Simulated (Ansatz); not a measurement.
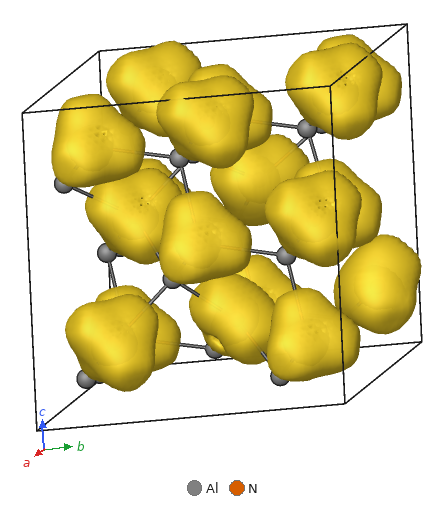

Figure. Al17N18 (cell charge −1, with a compensating background) (cell with a defect). Isosurface of the ELF at 0.75 (yellow), seen slightly off an axis. Only the valence region is drawn (cores and ρ < 0.01 e/Å³ removed). Sticks mark near contacts.

Spin-polarised.

Method: DFT PBEsol, scalar-relativistic, plane waves, PAW (Ansatz 0.2.0).

In a PAW calculation such maps are meaningful between the atoms, not at the nuclei.

```
Al N
1.0
    -4.67067    2.69661    4.98365
     0.00000   -5.39323    4.98365
     4.67067    2.69661    4.98365
Al N
17 18
Direct
  0.72062 0.38958 0.39051
  0.05632 0.72356 0.72087
  0.05628 0.05393 0.39046
  0.39028 0.38953 0.72091
  0.72068 0.72356 0.05650
  0.71906 0.05231 0.71922
  0.05486 0.38811 0.05508
  0.39040 0.05390 0.05655
  0.77657 0.77538 0.44235
  0.11215 0.44540 0.44436
  0.44211 0.77536 0.77682
  0.44208 0.10987 0.44234
  0.77761 0.44442 0.77780
  0.11218 0.77737 0.11241
  0.11116 0.11086 0.77781
  0.44412 0.44547 0.11241
  0.77760 0.11090 0.11136
  0.52969 0.86299 0.52995
  0.84899 0.51479 0.51615
  0.18150 0.84921 0.84924
  0.18148 0.18226 0.51617
  0.51597 0.51476 0.84924
  0.84902 0.84924 0.18176
  0.84830 0.18156 0.84851
  0.18196 0.51524 0.18221
  0.51598 0.18231 0.18176
  0.59038 0.55678 0.22365
  0.90443 0.23774 0.23886
  0.22340 0.55661 0.59069
  0.22349 0.92367 0.22365
  0.57095 0.23902 0.57118
  0.90446 0.57189 0.90467
  0.90579 0.90422 0.57115
  0.23865 0.23766 0.90474
  0.57102 0.90423 0.90594
```

### Where are the electrons localised?

At this value the surface marks out 18 regions on N in which the atom's valence shell and bonds are merged, counted in one cell of 35 atoms. Regions shared between cells count once.

Values along the shortest contacts:
Al–N (1.83 Å): the ELF peaks at about 0.90 between the atoms: a shared but strongly polarised pair. Al–N (1.88 Å): the ELF peaks at about 0.90 between the atoms (a shared but strongly polarised pair).
